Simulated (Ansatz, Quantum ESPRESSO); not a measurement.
# Tuning the work function of Co(0001), part 2 of 7

Wanted: work-function changes of Co(0001) along a row of adsorbates.

Quantum ESPRESSO 7.5; plane-wave DFT, PBE, GBRV ultrasoft pseudopotentials; geometry by Ansatz 0.2.0 with PAW datasets.

So far. Step 2 (Geometry from Ansatz, clean face): The relaxation lowers the energy by 6 meV an atom. Held were the atoms numbered 1 and 2; the forces quoted are those on the free ones.

### 3. SCF with pw.x, clean face

The effective screening medium with bc1 puts vacuum on both sides and removes the images along the normal. The slab must sit about z = 0, symmetry is kept, and the .esm1 file holds the planar potential.

Level of this step: plane-wave DFT, PBE, GBRV ultrasoft pseudopotentials (Quantum ESPRESSO 7.5).

clean.esm.in

```
&control
  prefix = 'clean.esm'
  outdir = './out'
  pseudo_dir = './pseudo'
  calculation = 'scf'
  tprnfor = .true.
/
&system
  ibrav = 0
  nat = 4
  ntyp = 1
  ecutwfc = 40
  ecutrho = 200
  occupations = 'smearing'
  smearing = 'mv'
  degauss = 0.02
  assume_isolated = 'esm'
  esm_bc = 'bc1'
  nspin = 2
  starting_magnetization(1) = 0.28
/
&electrons
  conv_thr = 1e-07
  mixing_beta = 0.4
  electron_maxstep = 120
  mixing_mode = 'local-TF'
/
ATOMIC_SPECIES
  Co  58.9332  co_pbe_v1.2.uspp.F.UPF
CELL_PARAMETERS angstrom
  2.51000000000061 0.00000000000000 0.00000000000000
  1.25500000000031 2.17372376349947 0.00000000000000
  0.00000000000000 0.00000000000000 22.10683000000000
ATOMIC_POSITIONS crystal
  Co  0.666666666667 0.666666666667 -0.136308788937
  Co  0.000000000000 0.000000000000 -0.044228196637
  Co  0.666666666667 0.666666666667 0.048297053584
  Co  -0.000000000000 0.000000000000 0.136308788937
K_POINTS automatic
  12 12 1 0 0 0
```

Run with:

```console
$ OMP_NUM_THREADS=1 mpirun -n 4 pw.x -nk 4 -in clean.esm.in > clean.esm.out
```

The log of the run:

```text
Program PWSCF v.7.5 starts
[citation notice left out]

     Parallel version (MPI & OpenMP), running on       4 processor cores
     Number of MPI processes:                 4
     Threads/MPI process:                     1

     MPI processes distributed on     1 nodes
[...]
Current dimensions of program PWSCF are:
     Max number of different atomic species (ntypx) = 10
     Max number of k-points (npk) =  40000
     Max angular momentum in pseudopotentials (lmaxx) =  4
     Message from routine setup:
     using ibrav=0 with symmetry is DISCOURAGED, use correct ibrav instead

     K-points division:     npool     =       4
     Subspace diagonalization in iterative solution of the eigenvalue problem:
     a serial algorithm will be used

     G-vector sticks info
     --------------------
     sticks:   dense  smooth     PW     G-vecs:    dense   smooth      PW
     Sum         313     253     85                39033    27985    5521

     Using Slab Decomposition

     bravais-lattice index     =            0
     lattice parameter (alat)  =       4.7432  a.u.
     unit-cell volume          =     813.9564 (a.u.)^3
     number of atoms/cell      =            4
     number of atomic types    =            1
     number of electrons       =        68.00
     number of Kohn-Sham states=           41
     kinetic-energy cutoff     =      40.0000  Ry
     charge density cutoff     =     200.0000  Ry
     scf convergence threshold =      1.0E-07
     mixing beta               =       0.4000
     number of iterations used =            8  local-TF  mixing
     Exchange-correlation= SLA  PW   PBE  PBE
                           (   1   4   3   4   0   0   0)

     Effective Screening Medium Method
     =================================
     Boundary Conditions: Vacuum-Slab-Vacuum
     total charge in unit cell        =   0.0000
     grid points for fit at edges     =        4

     celldm(1)=   4.743213  celldm(2)=   0.000000  celldm(3)=   0.000000
     celldm(4)=   0.000000  celldm(5)=   0.000000  celldm(6)=   0.000000

     crystal axes: (cart. coord. in units of alat)
               a(1) = (   1.000000   0.000000   0.000000 )
               a(2) = (   0.500000   0.866025   0.000000 )
               a(3) = (   0.000000   0.000000   8.807502 )

     reciprocal axes: (cart. coord. in units 2 pi/alat)
               b(1) = (  1.000000 -0.577350  0.000000 )
               b(2) = (  0.000000  1.154701  0.000000 )
               b(3) = (  0.000000  0.000000  0.113540 )

     PseudoPot. # 1 for Co read from file:
     ./pseudo/co_pbe_v1.2.uspp.F.UPF
     Pseudo is Ultrasoft + core correction, Zval = 17.0
     Generated by new atomic code, or converted to UPF format
     Using radial grid of  863 points,  6 beta functions with:
                l(1) =   0
                l(2) =   0
                l(3) =   1
                l(4) =   1
                l(5) =   2
                l(6) =   2
     Q(r) pseudized with  8 coefficients,  rinner =    1.200   1.200   1.200
                                                       1.200   1.200

     atomic species   valence    mass     pseudopotential
     Co               17.00    58.93320     Co( 1.00)

     Starting magnetic structure
     atomic species   magnetization
     Co              0.280

      6 Sym. Ops. (no inversion) found

   Cartesian axes

     site n.     atom                  positions (alat units)
         1        Co     tau(   1) = (   1.0000000   0.5773503  -1.2005399  )
         2        Co     tau(   2) = (   0.0000000   0.0000000  -0.3895399  )
         3        Co     tau(   3) = (   1.0000000   0.5773503   0.4253764  )
         4        Co     tau(   4) = (   0.0000000   0.0000000   1.2005399  )

     number of k points=    19  Marzari-Vanderbilt smearing, width (Ry)=  0.0200
                       cart. coord. in units 2pi/alat
        k(    1) = (   0.0000000   0.0000000   0.0000000), wk =   0.0069444
        k(    2) = (   0.0000000   0.0962250   0.0000000), wk =   0.0416667
        k(    3) = (   0.0000000   0.1924501   0.0000000), wk =   0.0416667
        k(    4) = (   0.0000000   0.2886751   0.0000000), wk =   0.0416667
        k(    5) = (   0.0000000   0.3849002   0.0000000), wk =   0.0416667
        k(    6) = (   0.0000000   0.4811252   0.0000000), wk =   0.0416667
        k(    7) = (   0.0000000  -0.5773503   0.0000000), wk =   0.0208333
        k(    8) = (   0.0833333   0.1443376   0.0000000), wk =   0.0416667
        k(    9) = (   0.0833333   0.2405626   0.0000000), wk =   0.0833333
        k(   10) = (   0.0833333   0.3367877   0.0000000), wk =   0.0833333
[...]
k(   19) = (   0.3333333  -0.5773503   0.0000000), wk =   0.0138889

     Dense  grid:    39033 G-vectors     FFT dimensions: (  24,  24, 192)

     Smooth grid:    27985 G-vectors     FFT dimensions: (  20,  20, 180)

     Estimated max dynamical RAM per process >      98.56 MB

     Estimated total dynamical RAM >     337.08 MB

     Check: negative core charge=   -0.000029
     Generating pointlists ...
     new r_m :   0.3987 (alat units)  1.8911 (a.u.) for type    1

     Initial potential from superposition of free atoms

     starting charge      64.0000, renormalised to      68.0000

     negative rho (up, down):  6.339E-05 3.566E-05
     Starting wfcs are   52 randomized atomic wfcs

     total cpu time spent up to now is        1.3 secs

     per-process dynamical memory:    61.3 Mb

     Self-consistent Calculation

     iteration #  1     ecut=    40.00 Ry     beta= 0.40
     Davidson diagonalization with overlap
     ethr =  1.00E-02,  avg # of iterations =  4.7

     negative rho (up, down):  3.556E-02 2.787E-02

     total cpu time spent up to now is        4.8 secs

     total energy              =   -1191.88928400 Ry
     estimated scf accuracy    <      35.08633321 Ry

     total magnetization       =     8.01 Bohr mag/cell
     absolute magnetization    =     8.75 Bohr mag/cell

     iteration #  2     ecut=    40.00 Ry     beta= 0.40
[...]
negative rho (up, down):  5.273E-02 4.780E-02

[...]
total energy              =   -1190.82718077 Ry
     estimated scf accuracy    <       7.39791013 Ry

     total magnetization       =     9.39 Bohr mag/cell
     absolute magnetization    =     9.57 Bohr mag/cell

     iteration #  3     ecut=    40.00 Ry     beta= 0.40
[...]
negative rho (up, down):  4.815E-02 4.417E-02

[...]
iteration # 14     ecut=    40.00 Ry     beta= 0.40
[...]
c_bands:  1 eigenvalues not converged
[...]
negative rho (up, down):  2.891E-03 2.736E-03

[...]
total energy              =   -1193.83947778 Ry
     estimated scf accuracy    <       0.00053225 Ry

     total magnetization       =     6.96 Bohr mag/cell
     absolute magnetization    =     7.73 Bohr mag/cell

[...]
iteration # 20     ecut=    40.00 Ry     beta= 0.40
[...]
negative rho (up, down):  3.383E-04 3.300E-04

[...]
total energy              =   -1193.84555539 Ry
     estimated scf accuracy    <       0.00002066 Ry

     total magnetization       =     6.95 Bohr mag/cell
     absolute magnetization    =     7.71 Bohr mag/cell

     iteration # 21     ecut=    40.00 Ry     beta= 0.40
[...]
negative rho (up, down):  2.739E-04 2.766E-04

[...]
total energy              =   -1193.84581273 Ry
     estimated scf accuracy    <       0.00001446 Ry

     total magnetization       =     6.94 Bohr mag/cell
     absolute magnetization    =     7.71 Bohr mag/cell

     iteration # 22     ecut=    40.00 Ry     beta= 0.40
[...]
negative rho (up, down):  1.634E-04 1.568E-04

[...]
total energy              =   -1193.84619498 Ry
     estimated scf accuracy    <       0.00001276 Ry

     total magnetization       =     6.94 Bohr mag/cell
     absolute magnetization    =     7.71 Bohr mag/cell

     iteration # 23     ecut=    40.00 Ry     beta= 0.40
[...]
negative rho (up, down):  8.942E-05 6.497E-05

[...]
total energy              =   -1193.84647041 Ry
     estimated scf accuracy    <       0.00000410 Ry

     total magnetization       =     6.94 Bohr mag/cell
     absolute magnetization    =     7.71 Bohr mag/cell

     iteration # 24     ecut=    40.00 Ry     beta= 0.40
[...]
negative rho (up, down):  6.654E-05 6.015E-05

[...]
total energy              =   -1193.84628168 Ry
     estimated scf accuracy    <       0.00000178 Ry

     total magnetization       =     6.94 Bohr mag/cell
     absolute magnetization    =     7.71 Bohr mag/cell

     iteration # 25     ecut=    40.00 Ry     beta= 0.40
[...]
negative rho (up, down):  5.687E-05 4.372E-05

[...]
total energy              =   -1193.84632031 Ry
     estimated scf accuracy    <       0.00000018 Ry

     total magnetization       =     6.94 Bohr mag/cell
     absolute magnetization    =     7.71 Bohr mag/cell

     iteration # 26     ecut=    40.00 Ry     beta= 0.40
[...]
negative rho (up, down):  5.231E-05 3.798E-05

[...]
total energy              =   -1193.84634718 Ry
     estimated scf accuracy    <       0.00000011 Ry

     total magnetization       =     6.94 Bohr mag/cell
     absolute magnetization    =     7.71 Bohr mag/cell

     iteration # 27     ecut=    40.00 Ry     beta= 0.40
[...]
negative rho (up, down):  2.606E-05 1.276E-05

     Magnetic moment per site  (integrated on atomic sphere of radius R)
     atom   1 (R=0.399)  charge= 15.3559  magn=  1.8604
     atom   2 (R=0.399)  charge= 15.4312  magn=  1.8007
     atom   3 (R=0.399)  charge= 15.4579  magn=  1.7801
     atom   4 (R=0.399)  charge= 15.3866  magn=  1.8314

[...]
End of self-consistent calculation

 ------ SPIN UP ------------

          k = 0.0000 0.0000 0.0000 (  3481 PWs)   bands (ev):

  -101.3100-101.2852-101.2171-101.1748 -64.6733 -64.5905 -64.4801 -64.4180
   -64.4180 -64.3993 -64.3958 -64.3958 -64.2936 -64.2936 -64.2673 -64.2673
   -13.5245 -12.2160 -10.6945 -10.2259  -7.9467  -7.8162  -7.7896  -7.7896
    -7.7347  -7.7347  -7.6149  -7.5090  -7.5090  -7.4329  -7.4329  -6.8867
    -6.8867  -6.5097  -6.5097  -6.1621  -6.1621  -6.0118  -6.0118  -5.8323
    -4.8130

          k = 0.0000 0.0962 0.0000 (  3485 PWs)   bands (ev):

  -101.3075-101.2832-101.2151-101.1729 -64.6679 -64.5887 -64.4834 -64.4310
   -64.4221 -64.4132 -64.3991 -64.3958 -64.3076 -64.2971 -64.2809 -64.2707
   -13.2894 -11.9939 -10.4909 -10.0650  -8.0105  -7.9898  -7.9109  -7.8039
    -7.6941  -7.6477  -7.6041  -7.5052  -7.4539  -7.4216  -7.3436  -6.9816
    -6.9174  -6.6490  -6.5315  -6.4832  -6.2168  -6.1624  -5.9933  -5.2071
    -4.1050

          k = 0.0000 0.1925 0.0000 (  3470 PWs)   bands (ev):

  -101.3005-101.2780-101.2098-101.1677 -64.6528 -64.5860 -64.4991 -64.4644
   -64.4403 -64.4334 -64.4081 -64.4021 -64.3451 -64.3171 -64.3064 -64.2798
   -12.6145 -11.3771  -9.9551  -9.6600  -8.4028  -8.1771  -8.1186  -7.9052
    -7.7821  -7.5282  -7.4829  -7.4692  -7.4355  -7.2479  -7.2264  -7.0973
    -6.9947  -6.8818  -6.5733  -6.5620  -6.1656  -5.9533  -5.8929  -4.2966
    -2.8203

          k = 0.0000 0.2887 0.0000 (  3458 PWs)   bands (ev):

  -101.2908-101.2710-101.2024-101.1605 -64.6316 -64.5917 -64.5376 -64.5007
   -64.4629 -64.4487 -64.4205 -64.4147 -64.3941 -64.3617 -64.3192 -64.2924
   -11.6188 -10.5790  -9.4610  -9.3211  -8.7261  -8.3946  -8.3543  -7.9435
    -7.8634  -7.5692  -7.4662  -7.4499  -7.4001  -7.2128  -6.9285  -6.8583
    -6.7265  -6.5667  -6.4768  -6.4554  -6.1565  -5.9128  -5.3278  -3.2307
    -1.2995

          k = 0.0000 0.3849 0.0000 (  3478 PWs)   bands (ev):

  -101.2808-101.2643-101.1951-101.1534 -64.6182 -64.6141 -64.5793 -64.5211
   -64.4842 -64.4638 -64.4385 -64.4330 -64.4309 -64.3958 -64.3320 -64.3049
   -10.6237 -10.0532  -9.4959  -9.3489  -8.9023  -8.6588  -8.4929  -7.7779
    -7.6427  -7.5922  -7.5625  -7.1620  -7.0906  -6.7279  -6.6227  -6.3182
    -6.3159  -6.2142  -6.1902  -6.1464  -6.0655  -5.8649  -4.4643  -2.0137
     0.4154

          k = 0.0000 0.4811 0.0000 (  3486 PWs)   bands (ev):

  -101.2731-101.2596-101.1897-101.1482 -64.6484 -64.6315 -64.5801 -64.5365
   -64.5000 -64.4747 -64.4653 -64.4422 -64.4416 -64.4150 -64.3414 -64.3141
   -10.1244  -9.9330  -9.6540  -9.4265  -9.0484  -8.8811  -8.5535  -7.8692
    -7.6939  -7.3303  -7.2801  -7.1903  -6.5767  -6.5045  -6.1913  -6.0315
    -5.9761  -5.8825  -5.8065  -5.7438  -5.2143  -5.0200  -3.2830  -1.2229
     1.6541

[...]
the Fermi energy is    -4.9898 ev

!    total energy              =   -1193.84641171 Ry
     estimated scf accuracy    <       0.00000008 Ry
     smearing contrib. (-TS)   =       0.00325784 Ry
     internal energy E=F+TS    =   -1193.84966955 Ry

     The total energy is F=E-TS. E is the sum of the following terms:
     one-electron contribution =   14140.74970149 Ry
     hartree contribution      =   -7084.99396584 Ry
     xc contribution           =    -130.55829138 Ry
     ewald contribution        =   -8119.04711382 Ry

     total magnetization       =     6.94 Bohr mag/cell
     absolute magnetization    =     7.71 Bohr mag/cell

     convergence has been achieved in  27 iterations

     negative rho (up, down):  2.606E-05 1.276E-05

     Forces acting on atoms (cartesian axes, Ry/au):

     atom    1 type  1   force =     0.00000000    0.00000000    0.02148914
     atom    2 type  1   force =     0.00000000    0.00000000   -0.02238013
     atom    3 type  1   force =     0.00000000    0.00000000    0.00162138
     atom    4 type  1   force =     0.00000000    0.00000000   -0.00222764

     Total force =     0.031149     Total SCF correction =     0.003060

[...]
=------------------------------------------------------------------------------=
   JOB DONE.
=------------------------------------------------------------------------------=
[...]
```

Elapsed: 77 s, on 4 MPI ranks of Arm Neoverse V1, shared host; peak memory 0.5 GiB; 5.1 min of CPU time.

Read from the output:

- free energy: -16243.1079 eV
- Fermi energy: -4.990 eV
- magnetization: 6.94 μB
- absolute magnetization: 7.71 μB
- site moments: 1.860, 1.801, 1.780, 1.831 μB
- vacuum line at the lower end of the cell, over the Fermi level: 5.013 eV
- vacuum line at the upper end of the cell, over the Fermi level: 4.966 eV

The potential energy, planar mean oscillates, so the rows of the table below give means over windows of 1 Å about each position, cut where the curve ends. Its maxima inside the range that stand out by 2 % of the span (Å: eV): -2.0: -0.713, 0.0: -0.700, 2.1: -1.44. Its minima: -3.0: -26.6, -0.9: -26.4, 1.0: -26.6, 3.0: -26.6.

Electrostatic potential energy of an electron; zero at the Fermi level. Table of potential energy, planar mean by z; means over each step:

| z (Å) | potential energy, planar mean (eV) |
| --- | --- |
| -11 | 5.01 |
| -10 | 5.01 |
| -9 | 5.01 |
| -8 | 5.01 |
| -7 | 5.01 |
| -6 | 4.98 |
| -5 | 4.58 |
| -4 | -0.386 |
| -3 | -19.9 |
| -2 | -3.43 |
| -1 | -20.0 |
| 0 | -3.47 |
| 1 | -19.9 |
| 2 | -4.66 |
| 3 | -19.9 |
| 4 | -0.388 |
| 5 | 4.54 |
| 6 | 4.93 |
| 7 | 4.96 |
| 8 | 4.97 |
| 9 | 4.97 |
| 10 | 4.97 |

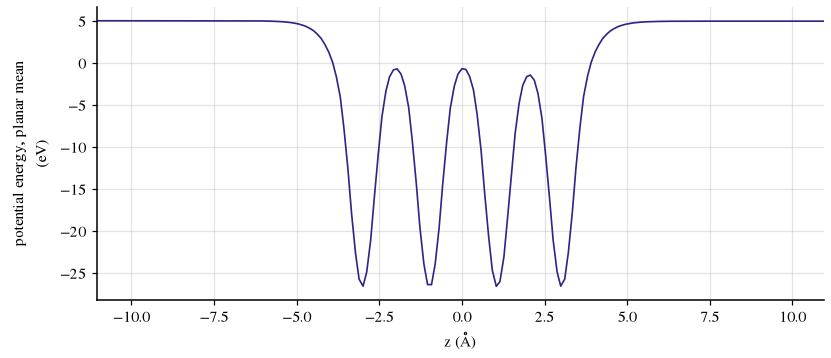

Potential energy, planar mean, plotted against z.

The vacuum levels are read from the outermost 0.7 Å of the cell on either side.

The run needed 27 iterations to bring the estimated error under 1e-07 Ry; the largest force on any atom, held or free, is 0.58 eV/Å. The cell keeps a moment of 6.9 μB.

Inside the slab this potential holds the local part of the pseudopotentials, which can be repulsive at the nuclei; only its value in the vacuum has a meaning of its own.

[end of part 2 of 7]

[Logs are printed without paths, hosts, clocks, repeated set-up lines and the standing remarks that a program may print on its own settings, such as how far it seeks lower states.]

[Hosts, paths, dates, database ids (printed as entryN), source tags and the programs' standing remarks are cut or masked in the printed files.]

[Maps of the electrostatic potential energy from Ansatz leave out the sawtooth potential of an applied field or a dipole correction, so their vacuum need not be flat; planar profiles and work functions include it.]
